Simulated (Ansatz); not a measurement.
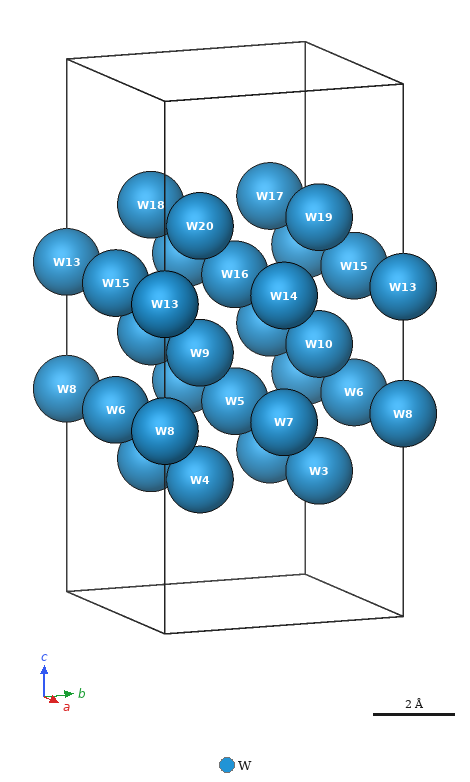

Fig. 1: The input geometry (spheres-only view of the cell of the calculation, with the vacuum cut short, seen slightly off an axis; atoms are numbered from 1 in the order of the input). An atom can appear more than once, as a periodic image.

Geometry relaxation of W (part 1 of 3)

The run: geometry relaxation of W (slab, 20 atoms in the cell). Method and program: DFT PBE, scalar-relativistic, plane waves, PAW, no spin polarisation (Ansatz 0.2.0).

The structure derives from an entry of the Crystallography Open Database. The input holds or restrains some coordinates. Forces given for the steps count only the free coordinates. It belongs to a series of runs on one base structure; here: clean slab, lower planes held. Figures and captions count atoms from 1; the log counts them from 0 in places.

## Input file
```yaml
crystal:
  lattice:
    - [6.3671172895, 0.0, 0.0]
    - [0.0, 6.3671172895, 0.0]
    - [0.0, 0.0, 22.3671172895]
  atoms:
    - { symbol: W, position: [0.25, 0.75, 0.3576679058] }
    - { symbol: W, position: [0.25, 0.25, 0.3576679058] }
    - { symbol: W, position: [0.75, 0.75, 0.3576679058] }
    - { symbol: W, position: [0.75, 0.25, 0.3576679058] }
    - { symbol: W, position: [0.5, 0.5, 0.4288339529] }
    - { symbol: W, position: [0.5, 0.0, 0.4288339529] }
    - { symbol: W, position: [0.0, 0.5, 0.4288339529] }
    - { symbol: W, position: [0.0, 0.0, 0.4288339529] }
    - { symbol: W, position: [0.75, 0.25, 0.5] }
    - { symbol: W, position: [0.75, 0.75, 0.5] }
    - { symbol: W, position: [0.25, 0.25, 0.5] }
    - { symbol: W, position: [0.25, 0.75, 0.5] }
    - { symbol: W, position: [0.0, 0.0, 0.5711660471] }
    - { symbol: W, position: [0.0, 0.5, 0.5711660471] }
    - { symbol: W, position: [0.5, 0.0, 0.5711660471] }
    - { symbol: W, position: [0.5, 0.5, 0.5711660471] }
    - { symbol: W, position: [0.25, 0.75, 0.6423320942] }
    - { symbol: W, position: [0.25, 0.25, 0.6423320942] }
    - { symbol: W, position: [0.75, 0.75, 0.6423320942] }
    - { symbol: W, position: [0.75, 0.25, 0.6423320942] }
basis:
  ecutwfc: 420
kpoints:
  mp_grid: { grid: [3, 3, 1] }
hamiltonian:
  xc: pbe
scf:
  occupations: { method: gaussian, width: 0.1 }
output:
  forces: true
  eigenvalues: true
  write_density: true
  write_potential: true
  elf: true
  volumetric_format: npy
relax:
  adjacent_minimum: "off"
  f_tol: 0.03
  max_steps: 70
  constraints: [{ sites: [0, 1, 2, 3, 4, 5, 6, 7] }]
efield:
  axis: 3
  dipole_correction: true
  ramp_width: 0.04
```

Launched with:
```bash
ansatz run input.yaml --threads 4 --pin off --max-ram 10240MiB --backend cpu --events-out ev --progress --plain --runs-dir out
```

## The program's output
```
Engine: ansatz 0.2.0, x86_64-unknown-linux-gnu
Pseudopotentials: kind: paw
Pseudopotential: W, paw, valence charge 14, recommended cutoff 420 eV (normal), W.paw.azcp
Functional definition: PBE
  parameter kappa = 0.804
  parameter beta = 0.06672455060314922
  exchange = pbe_x(kappa = kappa, mu = beta*pi^2/3)
  correlation = pbe_c(beta = beta)
Crystal: 20 atoms, lattice volume = 906.767 Å³
Basis set: ecut = 420 eV, 17719 PW (Γ), exchange–correlation on 90×90×300 points (8 copies of the dense FFT grid, shifted against one another)
Bands: 168, of which v1, the nominal top of the filled ones, is band 140 counted from 1 (139 counted from 0)
Symmetry: 32 space group operations
k-points: 3 of 9
Non-local potential: W, projectors of the file, l = 0: 3, l = 1: 2, l = 2: 2, l = 3: 1
PAW form: soft (Blöchl's): semilocal exchange-correlation on the pseudo side does not see the compensation charge
PAW one-centre angular grid: W, 590 points (default); XC on 64 Gauss nodes
Initial density: superposition of atomic densities (neutral atoms: chi_scale 0, normalization atom), corrected by the library's trained network
Initial wavefunctions: pseudopotential atomic-orbital guess
Functional: x = pbe(κ = 0.804, μ = 0.2195149727645171), c = pbe(β = 0.06672455060314922)
SCF iter   1: F=—  HF=-207674.661197 eV  |F-HF|=—  |Δ(HF+E_count)|=         —  Δρ=6.55e-3  dr2=1.10e0  ethr=1.77e-3  p=0.000 e·Å  D=1.53e-13 V/Å  ΔV_dip=-0.00 eV  dr2_dipole=2.96e-10  V_vac-E_F(+/−)=4.30/4.30 eV  ⟨swp⟩=11.3  Hψ=2548  notcnv=0
efield: sawtooth ramp at fractional position 0.9800 (placed from the atoms, in the widest stretch of the axis that holds none; the zero of the levels goes with the place), width 0.0400; the density the first Hamiltonian is built on has a dipole p = 0.000 e·Å; the dipole correction subtracts the counter field D = 1.53e-13 V/Å, which shifts the + side's vacuum level by -0.00 eV against the − side's; the planar-averaged density in the ramp window peaks in size at 2.7e-5 e/Å³
preconditioner: auto → LDOS  [metal: Δε(μ)=0.053 eV  Ē_g=4.087 eV  σ=0.100 eV  W_gap=0.29  n_scr=178 (ndim 8)  ℏωp=13.5 eV  f_vac=0.544  D(μ)=24.14/eV (n_scr^D=146)  β→1.0]
SCF iter   2: F=—  HF=-207674.628665 eV  |F-HF|=—  |Δ(HF+E_count)|=   3.25e-2  Δρ=5.49e-3  dr2=7.62e-1  ethr=3.93e-4  p=-0.000 e·Å  D=-2.27e-6 V/Å  ΔV_dip=0.00 eV  dr2_dipole=1.57e-11  V_vac-E_F(+/−)=4.18/4.18 eV  ⟨swp⟩=2.7  Hψ=802  notcnv=0  defer=48
SCF iter   3: F=—  HF=-207674.549072 eV  |F-HF|=—  |Δ(HF+E_count)|=   7.96e-2  Δρ=1.37e-3  dr2=5.21e-2  ethr=2.72e-4  p=-0.000 e·Å  D=-2.36e-6 V/Å  ΔV_dip=0.00 eV  dr2_dipole=2.43e-10  V_vac-E_F(+/−)=4.20/4.20 eV  ⟨swp⟩=2.0  Hψ=665  notcnv=0  defer=48
SCF iter   4: F=—  HF=-207674.546138 eV  |F-HF|=—  |Δ(HF+E_count)|=   2.93e-3  Δρ=3.21e-4  dr2=2.15e-3  ethr=1.86e-5  p=-0.000 e·Å  D=-1.57e-6 V/Å  ΔV_dip=0.00 eV  dr2_dipole=8.00e-11  V_vac-E_F(+/−)=4.18/4.18 eV  ⟨swp⟩=2.3  Hψ=667  notcnv=0  defer=48
SCF iter   5: F=—  HF=-207674.545395 eV  |F-HF|=—  |Δ(HF+E_count)|=   7.43e-4  Δρ=9.71e-5  dr2=1.07e-4  ethr=7.68e-7  p=-0.000 e·Å  D=-9.69e-7 V/Å  ΔV_dip=0.00 eV  dr2_dipole=5.68e-11  V_vac-E_F(+/−)=4.17/4.17 eV  ⟨swp⟩=2.7  Hψ=726  notcnv=0  defer=30
SCF iter   6: F=-207674.545471 eV  HF=-207674.545466 eV  |F-HF|=5.31e-6  |Δ(HF+E_count)|=   7.08e-5  Δρ=2.84e-5  dr2=1.03e-5  ethr=8.04e-9  p=-0.000 e·Å  D=-4.24e-7 V/Å  ΔV_dip=0.00 eV  dr2_dipole=7.41e-13  V_vac-E_F(+/−)=4.16/4.16 eV  ⟨swp⟩=84.0  Hψ=6324  notcnv=0
SCF 1 converged in 6 iterations: F = -207674.545471 eV  dr2 = 1.03e-5
  greatest PAW one-centre occupation: 1.000 electrons in one spin orbital (limit 2), on the W atom at site 3 (counted from 0), in its partial waves of l = 0
relax step   1: F+E_penalty+E_count = -207674.54547147 eV  Δ(F+E_penalty+E_count) = +0.000e0 eV  max|allowed force component| = 1.605e0 eV/Å  Δτ_max = 0.0000 Å  (6 SCF iters, dr2 threshold 2.25e-5 eV, accepted)
Initial density: handed on by an earlier stage of this run
Initial wavefunctions: those handed on with the density
SCF iter   1: F=—  HF=-207675.243643 eV  |F-HF|=—  |Δ(HF+E_count)|=         —  Δρ=1.32e-2  dr2=1.92e1  ethr=3.10e-3  p=-0.000 e·Å  D=-4.40e-7 V/Å  ΔV_dip=0.00 eV  dr2_dipole=6.90e0  V_vac-E_F(+/−)=4.26/4.26 eV  ⟨swp⟩=6.7  Hψ=1279  notcnv=0  defer=19
efield: sawtooth ramp at fractional position 0.9800 (handed on by an earlier solve), width 0.0400; the density the first Hamiltonian is built on has a dipole p = -0.000 e·Å; the dipole correction subtracts the counter field D = -4.40e-7 V/Å, which shifts the + side's vacuum level by +0.00 eV against the − side's; the planar-averaged density in the ramp window peaks in size at 1.2e-6 e/Å³
preconditioner: auto → LDOS  [metal: Δε(μ)=0.060 eV  Ē_g=4.245 eV  σ=0.100 eV  W_gap=0.33  n_scr=178 (ndim 8)  ℏωp=13.5 eV  f_vac=0.553  D(μ)=24.28/eV (n_scr^D=154)  β→1.0]
SCF iter   2: F=—  HF=-207674.932082 eV  |F-HF|=—  |Δ(HF+E_count)|=   3.12e-1  Δρ=6.08e-3  dr2=2.38e0  ethr=3.10e-3  p=0.025 e·Å  D=5.09e-3 V/Å  ΔV_dip=-0.11 eV  dr2_dipole=3.61e-1  V_vac-E_F(+/−)=4.01/4.12 eV  ⟨swp⟩=2.0  Hψ=699  notcnv=0  defer=49
SCF iter   3: F=—  HF=-207674.832295 eV  |F-HF|=—  |Δ(HF+E_count)|=   9.98e-2  Δρ=3.23e-3  dr2=3.74e-1  ethr=8.51e-4  p=0.009 e·Å  D=1.74e-3 V/Å  ΔV_dip=-0.04 eV  dr2_dipole=6.02e-3  V_vac-E_F(+/−)=4.16/4.20 eV  ⟨swp⟩=3.3  Hψ=666  notcnv=0  defer=53
SCF iter   4: F=—  HF=-207674.794059 eV  |F-HF|=—  |Δ(HF+E_count)|=   3.82e-2  Δρ=6.69e-4  dr2=1.42e-2  ethr=1.34e-4  p=0.017 e·Å  D=3.36e-3 V/Å  ΔV_dip=-0.08 eV  dr2_dipole=3.91e-4  V_vac-E_F(+/−)=4.12/4.19 eV  ⟨swp⟩=2.7  Hψ=767  notcnv=0  defer=52
SCF iter   5: F=—  HF=-207674.792500 eV  |F-HF|=—  |Δ(HF+E_count)|=   1.56e-3  Δρ=2.42e-4  dr2=1.68e-3  ethr=5.06e-6  p=0.019 e·Å  D=3.78e-3 V/Å  ΔV_dip=-0.08 eV  dr2_dipole=1.99e-5  V_vac-E_F(+/−)=4.11/4.19 eV  ⟨swp⟩=2.7  Hψ=782  notcnv=0  defer=52
SCF iter   6: F=—  HF=-207674.792483 eV  |F-HF|=—  |Δ(HF+E_count)|=   1.67e-5  Δρ=6.64e-5  dr2=1.54e-4  ethr=5.99e-7  p=0.019 e·Å  D=3.84e-3 V/Å  ΔV_dip=-0.09 eV  dr2_dipole=5.29e-5  V_vac-E_F(+/−)=4.11/4.20 eV  ⟨swp⟩=2.0  Hψ=658  notcnv=0  defer=52
SCF iter   7: F=-207674.792484 eV  HF=-207674.792486 eV  |F-HF|=1.88e-6  |Δ(HF+E_count)|=   3.18e-6  Δρ=1.71e-5  dr2=5.57e-6  ethr=3.57e-8  p=0.020 e·Å  D=3.93e-3 V/Å  ΔV_dip=-0.09 eV  dr2_dipole=2.55e-8  V_vac-E_F(+/−)=4.11/4.20 eV  ⟨swp⟩=29.0  Hψ=5865  notcnv=0
SCF 2 converged in 7 iterations: F = -207674.792484 eV  dr2 = 5.57e-6
  greatest PAW one-centre occupation: 1.000 electrons in one spin orbital (limit 2), on the W atom at site 7 (counted from 0), in its partial waves of l = 0
relax step   2: F+E_penalty+E_count = -207674.79248416 eV  Δ(F+E_penalty+E_count) = -2.470e-1 eV  max|allowed force component| = 1.471e0 eV/Å  Δτ_max = 0.1944 Å  (7 SCF iters, dr2 threshold 1.00e-4 eV, accepted)
SCF iter   1: F=—  HF=-207675.580455 eV  |F-HF|=—  |Δ(HF+E_count)|=         —  Δρ=1.28e-2  dr2=1.85e1  ethr=3.10e-3  p=0.020 e·Å  D=3.93e-3 V/Å  ΔV_dip=-0.09 eV  dr2_dipole=7.33e0  V_vac-E_F(+/−)=4.06/4.15 eV  ⟨swp⟩=5.0  Hψ=1186  notcnv=0  defer=13
efield: sawtooth ramp at fractional position 0.9800 (handed on by an earlier solve), width 0.0400; the density the first Hamiltonian is built on has a dipole p = 0.020 e·Å; the dipole correction subtracts the counter field D = 3.93e-3 V/Å, which shifts the + side's vacuum level by -0.09 eV against the − side's; the planar-averaged density in the ramp window peaks in size at 1.1e-6 e/Å³
preconditioner: auto → LDOS  [metal: Δε(μ)=0.042 eV  Ē_g=4.268 eV  σ=0.100 eV  W_gap=0.23  n_scr=178 (ndim 8)  ℏωp=13.5 eV  f_vac=0.555  D(μ)=32.74/eV (n_scr^D=262)  β→1.0]
SCF iter   2: F=—  HF=-207675.224647 eV  |F-HF|=—  |Δ(HF+E_count)|=   3.56e-1  Δρ=4.08e-3  dr2=2.49e0  ethr=3.10e-3  p=0.045 e·Å  D=8.93e-3 V/Å  ΔV_dip=-0.20 eV  dr2_dipole=9.49e-1  V_vac-E_F(+/−)=4.03/4.23 eV  ⟨swp⟩=1.0  Hψ=582  notcnv=0  defer=17
SCF iter   3: F=—  HF=-207675.181963 eV  |F-HF|=—  |Δ(HF+E_count)|=   4.27e-2  Δρ=2.24e-3  dr2=2.03e-1  ethr=8.90e-4  p=0.030 e·Å  D=6.07e-3 V/Å  ΔV_dip=-0.14 eV  dr2_dipole=8.25e-2  V_vac-E_F(+/−)=4.07/4.20 eV  ⟨swp⟩=2.3  Hψ=575  notcnv=0  defer=46
SCF iter   4: F=—  HF=-207675.163053 eV  |F-HF|=—  |Δ(HF+E_count)|=   1.89e-2  Δρ=6.38e-4  dr2=1.52e-2  ethr=7.25e-5  p=0.041 e·Å  D=8.24e-3 V/Å  ΔV_dip=-0.18 eV  dr2_dipole=1.02e-3  V_vac-E_F(+/−)=4.05/4.23 eV  ⟨swp⟩=2.3  Hψ=669  notcnv=0  defer=46
SCF iter   5: F=—  HF=-207675.160892 eV  |F-HF|=—  |Δ(HF+E_count)|=   2.16e-3  Δρ=1.64e-4  dr2=6.17e-4  ethr=5.42e-6  p=0.037 e·Å  D=7.38e-3 V/Å  ΔV_dip=-0.17 eV  dr2_dipole=1.03e-4  V_vac-E_F(+/−)=4.06/4.22 eV  ⟨swp⟩=3.0  Hψ=874  notcnv=0  defer=48
SCF iter   6: F=-207675.160825 eV  HF=-207675.160825 eV  |F-HF|=3.86e-7  |Δ(HF+E_count)|=   6.75e-5  Δρ=3.61e-5  dr2=1.85e-5  ethr=3.57e-8  p=0.037 e·Å  D=7.31e-3 V/Å  ΔV_dip=-0.16 eV  dr2_dipole=1.75e-6  V_vac-E_F(+/−)=4.06/4.22 eV  ⟨swp⟩=27.7  Hψ=6296  notcnv=0
SCF 3 converged in 6 iterations: F = -207675.160825 eV  dr2 = 1.85e-5
relax step   3: F+E_penalty+E_count = -207675.16082460 eV  Δ(F+E_penalty+E_count) = -3.683e-1 eV  max|allowed force component| = 3.753e-1 eV/Å  Δτ_max = 0.1527 Å  (6 SCF iters, dr2 threshold 1.00e-4 eV, accepted)
iter 1 solved again at ethr=1.78e-3 eV; its pass at ethr=3.10e-3 eV (dr2=5.00e0 eV) is discarded
SCF iter   1: F=—  HF=-207675.373418 eV  |F-HF|=—  |Δ(HF+E_count)|=         —  Δρ=8.13e-3  dr2=5.41e0  ethr=1.78e-3  p=0.037 e·Å  D=7.31e-3 V/Å  ΔV_dip=-0.16 eV  dr2_dipole=1.84e0  V_vac-E_F(+/−)=4.08/4.24 eV  ⟨swp⟩=1.3  Hψ=1644  notcnv=0  defer=13
efield: sawtooth ramp at fractional position 0.9800 (handed on by an earlier solve), width 0.0400; the density the first Hamiltonian is built on has a dipole p = 0.037 e·Å; the dipole correction subtracts the counter field D = 7.31e-3 V/Å, which shifts the + side's vacuum level by -0.16 eV against the − side's; the planar-averaged density in the ramp window peaks in size at 1.2e-6 e/Å³
preconditioner: auto → LDOS  [metal: Δε(μ)=0.060 eV  Ē_g=4.162 eV  σ=0.100 eV  W_gap=0.31  n_scr=178 (ndim 8)  ℏωp=13.5 eV  f_vac=0.549  D(μ)=30.40/eV (n_scr^D=244)  β→1.0]
SCF iter   2: F=—  HF=-207675.256069 eV  |F-HF|=—  |Δ(HF+E_count)|=   1.17e-1  Δρ=3.06e-3  dr2=5.18e-1  ethr=1.78e-3  p=0.012 e·Å  D=2.46e-3 V/Å  ΔV_dip=-0.06 eV  dr2_dipole=9.23e-2  V_vac-E_F(+/−)=4.16/4.21 eV  ⟨swp⟩=2.0  Hψ=540  notcnv=0  defer=13
SCF iter   3: F=—  HF=-207675.241021 eV  |F-HF|=—  |Δ(HF+E_count)|=   1.50e-2  Δρ=2.45e-3  dr2=3.15e-1  ethr=1.85e-4  p=0.040 e·Å  D=7.93e-3 V/Å  ΔV_dip=-0.18 eV  dr2_dipole=6.65e-2  V_vac-E_F(+/−)=4.05/4.22 eV  ⟨swp⟩=2.7  Hψ=792  notcnv=0  defer=31
SCF iter   4: F=—  HF=-207675.219965 eV  |F-HF|=—  |Δ(HF+E_count)|=   2.11e-2  Δρ=4.45e-4  dr2=9.28e-3  ethr=1.12e-4  p=0.030 e·Å  D=5.93e-3 V/Å  ΔV_dip=-0.13 eV  dr2_dipole=2.02e-3  V_vac-E_F(+/−)=4.09/4.22 eV  ⟨swp⟩=2.0  Hψ=612  notcnv=0  defer=31
SCF iter   5: F=—  HF=-207675.219464 eV  |F-HF|=—  |Δ(HF+E_count)|=   5.01e-4  Δρ=1.66e-4  dr2=5.51e-4  ethr=3.31e-6  p=0.033 e·Å  D=6.55e-3 V/Å  ΔV_dip=-0.15 eV  dr2_dipole=4.91e-6  V_vac-E_F(+/−)=4.08/4.22 eV  ⟨swp⟩=2.3  Hψ=742  notcnv=0  defer=34
SCF iter   6: F=—  HF=-207675.218943 eV  |F-HF|=—  |Δ(HF+E_count)|=   5.21e-4  Δρ=3.66e-5  dr2=1.78e-5  ethr=1.97e-7  p=0.034 e·Å  D=6.80e-3 V/Å  ΔV_dip=-0.15 eV  dr2_dipole=3.44e-7  V_vac-E_F(+/−)=4.07/4.22 eV  ⟨swp⟩=2.3  Hψ=727  notcnv=0  defer=34
iter 7 did not close the SCF: its close was put off until two iterations running show no level that it waits for move by more than its bar (scf_convergence_deferred on its scf_iter line)
SCF iter   7: F=-207675.218947 eV  HF=-207675.218948 eV  |F-HF|=1.88e-7  |Δ(HF+E_count)|=   4.62e-6  Δρ=1.38e-5  dr2=2.85e-6  ethr=3.27e-9  p=0.034 e·Å  D=6.87e-3 V/Å  ΔV_dip=-0.15 eV  dr2_dipole=6.37e-8  V_vac-E_F(+/−)=4.07/4.22 eV  ⟨swp⟩=24.7  Hψ=5818  notcnv=0
iter 8 did not close the SCF: its close was put off until two iterations running show no level that it waits for move by more than its bar (scf_convergence_deferred on its scf_iter line)
SCF iter   8: F=-207675.218948 eV  HF=-207675.218949 eV  |F-HF|=5.22e-7  |Δ(HF+E_count)|=   1.23e-6  Δρ=3.66e-6  dr2=7.43e-7  ethr=1.02e-9  p=0.035 e·Å  D=6.94e-3 V/Å  ΔV_dip=-0.16 eV  dr2_dipole=1.19e-7  V_vac-E_F(+/−)=4.07/4.22 eV  ⟨swp⟩=12.0  Hψ=4467  notcnv=0
SCF iter   9: F=-207675.218949 eV  HF=-207675.218949 eV  |F-HF|=3.32e-8  |Δ(HF+E_count)|=   2.23e-7  Δρ=1.16e-6  dr2=5.00e-8  ethr=2.65e-10  p=0.035 e·Å  D=6.97e-3 V/Å  ΔV_dip=-0.16 eV  dr2_dipole=2.71e-10  V_vac-E_F(+/−)=4.07/4.22 eV  ⟨swp⟩=10.3  Hψ=3847  notcnv=0
SCF 4 converged in 9 iterations: F = -207675.218949 eV  dr2 = 5.00e-8
relax step   4: F+E_penalty+E_count = -207675.21894901 eV  Δ(F+E_penalty+E_count) = -5.812e-2 eV  max|allowed force component| = 1.368e-1 eV/Å  Δτ_max = 0.0876 Å  (9 SCF iters, dr2 threshold 9.16e-6 eV, accepted)
```
